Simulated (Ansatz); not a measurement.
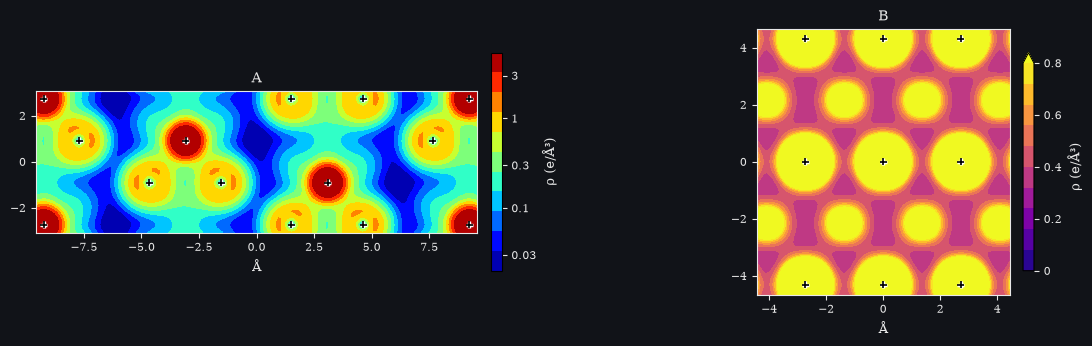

The valence electron density of 2 systems, each on a plane through atoms (crosses mark nuclei in the plane).

These are results of DFT PBEsol, scalar-relativistic, plane waves, PAW in Ansatz 0.2.0, not measurements.

System 1: Os, the (100) plane of the conventional cell. Space group P6₃/mmc; computed without spin polarisation.

System 2: WS$_{2}$, the (110) plane of the conventional cell. Space group R3m; not relaxed (largest force 0.6 eV/Å).

```
CELL_PARAMETERS angstrom
3.15800 0.00000 0.00000
-1.57900 2.73491 0.00000
0.00000 0.00000 18.48999
ATOMIC_POSITIONS crystal
W 0.00000 0.00000 0.00000
W 0.66667 0.33333 0.33333
W 0.33333 0.66667 0.66667
S 0.66667 0.33333 0.08363
S 0.33333 0.66667 0.41697
S 0.00000 0.00000 0.75030
S 0.33333 0.66667 0.24767
S 0.00000 0.00000 0.58100
S 0.66667 0.33333 0.91433
```

Which map belongs to which system?

Panel A is system 2, WS$_{2}$: the plane holds W and S. W–S (2.39 Å): the density is about 0.65 e/Å³ at the midpoint. Panel B is system 1, Os: the plane holds Os. Os–Os (2.73 Å): ρ at the midpoint is about 0.45 e/Å³.
